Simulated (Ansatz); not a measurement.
Consider this structure, Co.

```
CELL_PARAMETERS angstrom
2.73305 0.00000 0.00000
0.00000 2.73305 0.00000
0.00000 0.00000 2.73305
ATOMIC_POSITIONS crystal
Co 0.00000 0.00000 0.00000
Co 0.50000 0.50000 0.50000
```

It is based on the input geometry of an electronic-structure calculation (not necessarily at equilibrium); the starting structure was generated, so it need not be a known form of this composition.

### Predict the first 3 clear peaks of the neutron G(r) with σ = 0.07 Å, and name the atom pairs.

1. 2.37 Å: Co–Co at 2.37 Å
2. 2.73 Å: Co–Co at 2.73 Å
3. 3.87 Å: Co–Co at 3.87 Å

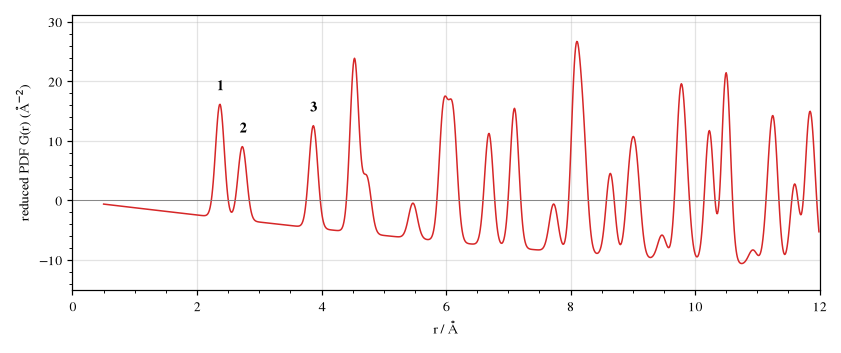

Computed neutron G(r), with each pair weighted by the product of the tabulated coherent neutron scattering lengths (natural isotope mix where the element has one) and a uniform peak width σ = 0.07 Å, damped by exp(−(Q_damp r)²/2) with Q_damp = 0.060 Å⁻¹.
